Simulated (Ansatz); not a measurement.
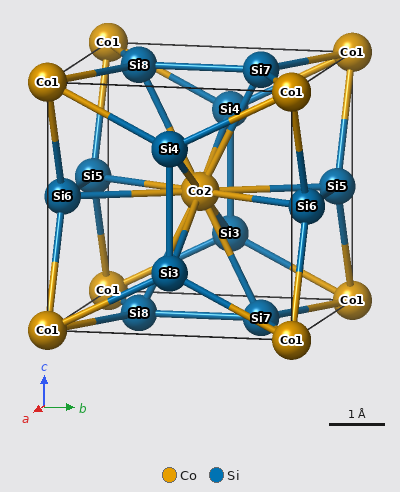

**Figure 1.** The structure as given in the input (ball-and-stick view of the cell of the calculation, seen slightly off an axis; atoms are numbered from 1 in the order of the input). Near neighbours in the crystal (not all of them lie inside the picture): Co has 12 Si at 2.60 Å; Si has 4 Co at 2.60 Å and 2 Si at 2.32 Å.

## CoSi₃: geometry relaxation (part 1 of 2)

CoSi₃ (Pm-3n, 8 atoms in the cell), computed with DFT PBE, scalar-relativistic, plane waves, PAW, no spin polarisation (Ansatz 0.2.0).

The structure was made by swapping elements on the sites of another compound; it need not be a known phase. It belongs to a series of runs on one base structure; here: A15 type (Pm-3n, No. 223). Figures and captions count atoms from 1; the log counts them from 0 in places.

## Input
```yaml
crystal:
  lattice:
    - [4.6467812489, 0.0, 0.0]
    - [0.0, 4.6467812489, 0.0]
    - [0.0, 0.0, 4.6467812489]
  atoms:
    - { symbol: Co, position: [0.0, 0.0, 0.0] }
    - { symbol: Co, position: [0.5, 0.5, 0.5] }
    - { symbol: Si, position: [0.0, 0.5, 0.25] }
    - { symbol: Si, position: [0.0, 0.5, 0.75] }
    - { symbol: Si, position: [0.25, 0.0, 0.5] }
    - { symbol: Si, position: [0.75, 0.0, 0.5] }
    - { symbol: Si, position: [0.5, 0.75, 0.0] }
    - { symbol: Si, position: [0.5, 0.25, 0.0] }
basis:
  ecutwfc: 420
kpoints:
  mp_grid: { grid: [8, 8, 8] }
hamiltonian:
  xc: pbe
scf:
  occupations: { method: gaussian, width: 0.1 }
output:
  forces: true
  stress: true
  eigenvalues: true
relax:
  adjacent_minimum: "off"
  f_tol: 0.01
  max_steps: 80
  cell: { stress_tol: 0.05 }
```

Machine: 1 thread of Intel Xeon @ 2.50GHz (Skylake/Cascade Lake), 189 GiB of memory available, shared host.

Run as:
```bash
ansatz run input.yaml --threads 1 --pin off --max-ram 2560MiB --backend cpu --events-out ev --progress --plain --runs-dir out
```

## What the program printed
```
Engine: ansatz 0.2.0, x86_64-unknown-linux-gnu
Pseudopotentials: kind: paw
Pseudopotential: Co, paw, valence charge 17, recommended cutoff 420 eV (normal), Co.paw.azcp
Pseudopotential: Si, paw, valence charge 4, recommended cutoff 420 eV (normal), Si.paw.azcp
Functional definition: PBE
  parameter kappa = 0.804
  parameter beta = 0.06672455060314922
  exchange = pbe_x(kappa = kappa, mu = beta*pi^2/3)
  correlation = pbe_c(beta = beta)
Crystal: 8 atoms, lattice volume = 100.336 Å³
Basis set: ecut = 420 eV, 1935 PW (Γ), exchange–correlation on 64×64×64 points (8 copies of the dense FFT grid, shifted against one another)
Bands: 37, of which v1, the nominal top of the filled ones, is band 29 counted from 1 (28 counted from 0)
Symmetry: 48 space group operations
Space group: Pm-3n (ITA 223), of the structure as read, at distance tolerance 4.6e-5 Å
k-points: 35 of 512
Non-local potential: Co, projectors of the file, l = 0: 3, l = 1: 2, l = 2: 3, l = 3: 1
Non-local potential: Si, projectors of the file, l = 0: 2, l = 1: 2, l = 2: 2
PAW form: soft (Blöchl's): semilocal exchange-correlation on the pseudo side does not see the compensation charge
PAW one-centre angular grid: Co, 590 points (default); XC on 64 Gauss nodes
PAW one-centre angular grid: Si, 110 points (default); XC on 64 Gauss nodes
Initial density: superposition of atomic densities (neutral atoms: chi_scale 0, normalization atom), corrected by the library's trained network
Initial wavefunctions: pseudopotential atomic-orbital guess
Functional: x = pbe(κ = 0.804, μ = 0.2195149727645171), c = pbe(β = 0.06672455060314922)
SCF iter   1: F=—  HF=-14065.296938 eV  |F-HF|=—  |Δ(HF+E_count)|=         —  Δρ=4.08e-3  dr2=1.24e-2  ethr=1.77e-3  ⟨swp⟩=6.9  Hψ=5918  notcnv=0
preconditioner: auto → Kerker (q_TF=auto, 2.490 Å⁻¹)  [metal: Δε(μ)=0.004 eV  Ē_g=6.725 eV  σ=0.100 eV  W_gap=0.02  n_scr=26 (ndim 8)  ℏωp=24.0 eV  f_vac=0.000  D(μ)=6.86/eV (n_scr^D=80)]
SCF iter   2: F=—  HF=-14065.297316 eV  |F-HF|=—  |Δ(HF+E_count)|=   3.78e-4  Δρ=3.89e-3  dr2=1.28e-2  ethr=2.14e-5  ⟨swp⟩=1.9  Hψ=1989  notcnv=0  defer=1
SCF iter   3: F=—  HF=-14065.296672 eV  |F-HF|=—  |Δ(HF+E_count)|=   6.44e-4  Δρ=1.77e-3  dr2=2.87e-3  ethr=2.14e-5  ⟨swp⟩=1.0  Hψ=1224  notcnv=0  defer=1
SCF iter   4: F=—  HF=-14065.296517 eV  |F-HF|=—  |Δ(HF+E_count)|=   1.55e-4  Δρ=1.17e-3  dr2=9.33e-4  ethr=4.95e-6  ⟨swp⟩=2.3  Hψ=1674  notcnv=0  defer=1
SCF iter   5: F=—  HF=-14065.296503 eV  |F-HF|=—  |Δ(HF+E_count)|=   1.41e-5  Δρ=7.85e-4  dr2=4.72e-4  ethr=1.61e-6  ⟨swp⟩=1.0  Hψ=1224  notcnv=0  defer=1
SCF iter   6: F=—  HF=-14065.296475 eV  |F-HF|=—  |Δ(HF+E_count)|=   2.78e-5  Δρ=3.96e-4  dr2=1.26e-4  ethr=8.13e-7  ⟨swp⟩=1.0  Hψ=1224  notcnv=0  defer=1
SCF iter   7: F=—  HF=-14065.296467 eV  |F-HF|=—  |Δ(HF+E_count)|=   8.01e-6  Δρ=1.55e-4  dr2=2.02e-5  ethr=2.18e-7  ⟨swp⟩=1.0  Hψ=1224  notcnv=0  defer=1
SCF iter   8: F=—  HF=-14065.296334 eV  |F-HF|=—  |Δ(HF+E_count)|=   1.33e-4  Δρ=6.75e-5  dr2=3.78e-6  ethr=3.48e-8  ⟨swp⟩=1.0  Hψ=1224  notcnv=0  defer=1
SCF iter   9: F=-14065.296334 eV  HF=-14065.296334 eV  |F-HF|=2.40e-9  |Δ(HF+E_count)|=   2.21e-7  Δρ=1.69e-6  dr2=2.60e-9  ethr=1.72e-10  ⟨swp⟩=7.7  Hψ=5902  notcnv=0
SCF 1 converged in 9 iterations: F = -14065.296334 eV  dr2 = 2.60e-9
  greatest PAW one-centre occupation: 1.001 electrons in one spin orbital (limit 2), on the Co atom at site 1 (counted from 0), in its partial waves of l = 1
relax step   1: F+E_penalty+E_count = -14065.29633394 eV  Δ(F+E_penalty+E_count) = +0.000e0 eV  max|allowed force component| = 8.789e-17 eV/Å  Δτ_max = 0.0000 Å  P = +0.354 GPa  Ω = 100.336 Å³  (9 SCF iters, dr2 threshold 1.00e-7 eV, accepted)
Crystal: 8 atoms, lattice volume = 100.496 Å³
Initial density: handed on by an earlier stage of this run
Initial wavefunctions: those handed on with the density
iter 1 solved again at ethr=2.35e-8 eV; its pass at ethr=3.10e-3 eV (dr2=1.37e-5 eV) is discarded
SCF iter   1: F=—  HF=-14065.296669 eV  |F-HF|=—  |Δ(HF+E_count)|=         —  Δρ=1.78e-4  dr2=2.08e-5  ethr=2.35e-8  ⟨swp⟩=2.1  Hψ=6202  notcnv=0
preconditioner: auto → Kerker (q_TF=auto, 2.489 Å⁻¹)  [metal: Δε(μ)=0.027 eV  Ē_g=6.718 eV  σ=0.100 eV  W_gap=0.15  n_scr=26 (ndim 8)  ℏωp=24.0 eV  f_vac=0.000  D(μ)=6.73/eV (n_scr^D=80)]
SCF iter   2: F=—  HF=-14065.296526 eV  |F-HF|=—  |Δ(HF+E_count)|=   1.43e-4  Δρ=6.54e-5  dr2=3.67e-6  ethr=2.35e-8  ⟨swp⟩=2.2  Hψ=1869  notcnv=0
SCF iter   3: F=—  HF=-14065.296525 eV  |F-HF|=—  |Δ(HF+E_count)|=   1.39e-6  Δρ=1.97e-5  dr2=4.59e-7  ethr=6.32e-9  ⟨swp⟩=2.0  Hψ=2030  notcnv=0
iter 4 did not close the SCF: its close was put off for the readings that it lacked (scf_convergence_deferred on its scf_iter line)
SCF iter   4: F=-14065.296524 eV  HF=-14065.296524 eV  |F-HF|=3.34e-8  |Δ(HF+E_count)|=   1.70e-7  Δρ=5.73e-6  dr2=2.91e-8  ethr=7.91e-10  ⟨swp⟩=2.7  Hψ=2393  notcnv=0
iter 5 did not close the SCF: its close was put off for the readings that it lacked (scf_convergence_deferred on its scf_iter line)
SCF iter   5: F=-14065.296524 eV  HF=-14065.296524 eV  |F-HF|=2.16e-10  |Δ(HF+E_count)|=  2.91e-10  Δρ=1.26e-6  dr2=1.01e-9  ethr=5.01e-11  ⟨swp⟩=2.1  Hψ=1472  notcnv=0
SCF iter   6: F=-14065.296524 eV  HF=-14065.296524 eV  |F-HF|=5.46e-12  |Δ(HF+E_count)|=  3.09e-11  Δρ=1.27e-7  dr2=6.16e-12  ethr=1.75e-12  ⟨swp⟩=1.0  Hψ=2805  notcnv=0
SCF 2 converged in 6 iterations: F = -14065.296524 eV  dr2 = 6.16e-12
  greatest PAW one-centre occupation: 1.001 electrons in one spin orbital (limit 2), on the Co atom at site 0 (counted from 0), in its partial waves of l = 1
relax step   2: F+E_penalty+E_count = -14065.29652435 eV  Δ(F+E_penalty+E_count) = -1.904e-4 eV  max|allowed force component| = 1.665e-16 eV/Å  Δτ_max = 0.0000 Å  P = +0.146 GPa  Ω = 100.496 Å³  energy of the carried Pulay correction = -5.998e-5 eV  (6 SCF iters, dr2 threshold 3.14e-7 eV, accepted)
Crystal: 8 atoms, lattice volume = 100.609 Å³
iter 1 solved again at ethr=1.11e-8 eV; its pass at ethr=3.10e-3 eV (dr2=6.47e-6 eV) is discarded
SCF iter   1: F=—  HF=-14065.296675 eV  |F-HF|=—  |Δ(HF+E_count)|=         —  Δρ=1.23e-4  dr2=9.97e-6  ethr=1.11e-8  ⟨swp⟩=2.1  Hψ=6216  notcnv=0
preconditioner: auto → Kerker (q_TF=auto, 2.489 Å⁻¹)  [metal: Δε(μ)=0.026 eV  Ē_g=6.712 eV  σ=0.100 eV  W_gap=0.14  n_scr=26 (ndim 8)  ℏωp=24.0 eV  f_vac=0.000  D(μ)=6.74/eV (n_scr^D=80)]
SCF iter   2: F=—  HF=-14065.296535 eV  |F-HF|=—  |Δ(HF+E_count)|=   1.41e-4  Δρ=4.56e-5  dr2=1.79e-6  ethr=1.11e-8  ⟨swp⟩=2.2  Hψ=2036  notcnv=0
SCF iter   3: F=—  HF=-14065.296534 eV  |F-HF|=—  |Δ(HF+E_count)|=   6.85e-7  Δρ=1.38e-5  dr2=2.27e-7  ethr=3.09e-9  ⟨swp⟩=2.0  Hψ=2030  notcnv=0
iter 4 did not close the SCF: its close was put off for the readings that it lacked (scf_convergence_deferred on its scf_iter line)
SCF iter   4: F=-14065.296534 eV  HF=-14065.296534 eV  |F-HF|=1.62e-8  |Δ(HF+E_count)|=   8.43e-8  Δρ=4.00e-6  dr2=1.41e-8  ethr=3.91e-10  ⟨swp⟩=2.7  Hψ=2370  notcnv=0
iter 5 did not close the SCF: its close was put off for the readings that it lacked (scf_convergence_deferred on its scf_iter line)
SCF iter   5: F=-14065.296534 eV  HF=-14065.296534 eV  |F-HF|=9.46e-11  |Δ(HF+E_count)|=  6.37e-11  Δρ=8.90e-7  dr2=5.04e-10  ethr=2.44e-11  ⟨swp⟩=2.1  Hψ=1565  notcnv=0
SCF iter   6: F=-14065.296534 eV  HF=-14065.296534 eV  |F-HF|=1.82e-12  |Δ(HF+E_count)|=  2.18e-11  Δρ=1.06e-7  dr2=3.97e-12  ethr=1.00e-12  ⟨swp⟩=1.4  Hψ=2769  notcnv=0
SCF 3 converged in 6 iterations: F = -14065.296534 eV  dr2 = 3.97e-12
relax step   3: F+E_penalty+E_count = -14065.29653388 eV  Δ(F+E_penalty+E_count) = -9.526e-6 eV  max|allowed force component| = 1.006e-16 eV/Å  Δτ_max = 0.0000 Å  P = +0.001 GPa  Ω = 100.609 Å³  energy of the carried Pulay correction = -1.021e-4 eV  (6 SCF iters, dr2 threshold 5.33e-8 eV, accepted)
Initial wavefunctions: pseudopotential atomic-orbital guess (no wavefunctions were taken with the density)
iter 1 solved again at ethr=1.20e-5 eV; its pass at ethr=3.10e-3 eV (dr2=6.98e-3 eV) is discarded
SCF iter   1: F=—  HF=-14065.296741 eV  |F-HF|=—  |Δ(HF+E_count)|=         —  Δρ=5.62e-6  dr2=1.57e-8  ethr=1.20e-5  ⟨swp⟩=2.1  Hψ=7992  notcnv=0
eigensolver tolerance schedule: the retry pair's looser diagonalisation over-reported the residual by 444172.92 of it (diagonalisation noise at an unbounded share of the residual, at the tolerance the schedule requests for it); recorded, not acted on — ethr = c·dr2/N_el stays at c = 1.0e-1
SCF iter   2: F=—  HF=-14065.296619 eV  |F-HF|=—  |Δ(HF+E_count)|=   1.22e-4  Δρ=9.14e-6  dr2=2.61e-8  ethr=2.71e-11  ⟨swp⟩=4.0  Hψ=3922  notcnv=0
SCF iter   3: F=—  HF=-14065.296619 eV  |F-HF|=—  |Δ(HF+E_count)|=   2.63e-9  Δρ=1.84e-6  dr2=9.85e-10  ethr=2.71e-11  ⟨swp⟩=1.0  Hψ=1321  notcnv=0
iter 4 did not close the SCF: its close was put off for the readings that it lacked (scf_convergence_deferred on its scf_iter line)
SCF iter   4: F=-14065.296619 eV  HF=-14065.296619 eV  |F-HF|=2.18e-11  |Δ(HF+E_count)|=  2.51e-10  Δρ=2.90e-7  dr2=4.75e-11  ethr=1.70e-12  ⟨swp⟩=2.0  Hψ=2219  notcnv=0
iter 5 did not close the SCF: its close was put off for the readings that it lacked (scf_convergence_deferred on its scf_iter line)
SCF iter   5: F=-14065.296619 eV  HF=-14065.296619 eV  |F-HF|=1.64e-11  |Δ(HF+E_count)|=  7.28e-12  Δρ=3.14e-7  dr2=3.66e-11  ethr=1.00e-12  ⟨swp⟩=1.0  Hψ=1295  notcnv=0
iter 6 did not close the SCF: its close was put off for the readings that it lacked (scf_convergence_deferred on its scf_iter line)
SCF iter   6: F=-14065.296619 eV  HF=-14065.296619 eV  |F-HF|=5.46e-12  |Δ(HF+E_count)|=  9.09e-12  Δρ=1.40e-7  dr2=7.10e-12  ethr=1.00e-12  ⟨swp⟩=1.0  Hψ=1295  notcnv=0
iter 7 did not close the SCF: its close was put off for the readings that it lacked (scf_convergence_deferred on its scf_iter line)
SCF iter   7: F=-14065.296619 eV  HF=-14065.296619 eV  |F-HF|=5.46e-12  |Δ(HF+E_count)|=  1.82e-12  Δρ=5.56e-8  dr2=1.33e-12  ethr=1.00e-12  ⟨swp⟩=1.0  Hψ=1295  notcnv=0
SCF iter   8: F=-14065.296619 eV  HF=-14065.296619 eV  |F-HF|=1.82e-12  |Δ(HF+E_count)|=  1.82e-12  Δρ=1.67e-8  dr2=1.11e-13  ethr=1.00e-12  ⟨swp⟩=2.1  Hψ=3123  notcnv=0
SCF 4 converged in 8 iterations: F = -14065.296619 eV  dr2 = 1.11e-13
relax step   4: F+E_penalty+E_count = -14065.29661942 eV  Δ(F+E_penalty+E_count) = -8.554e-5 eV  max|allowed force component| = 1.099e-16 eV/Å  Δτ_max = 0.0000 Å  P = +0.002 GPa  Ω = 100.609 Å³  stress off target by 2.38e-3 GPa  SCF on the basis re-selected at this cell (its energy is not comparable with the rows above)  (8 SCF iters)
```

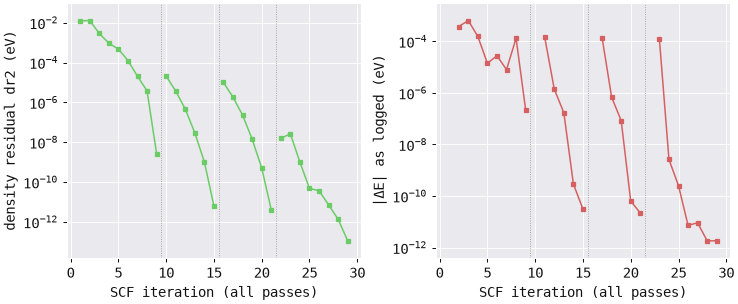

**Figure 2.** Convergence of the self-consistent field: density residual dr2 and size of the energy change against the SCF iteration. The dotted lines part the SCF passes of the relaxation: geometry steps, rejected trials and re-solves on a re-selected basis. The passes take 9, 6, 6 and 8 iterations.
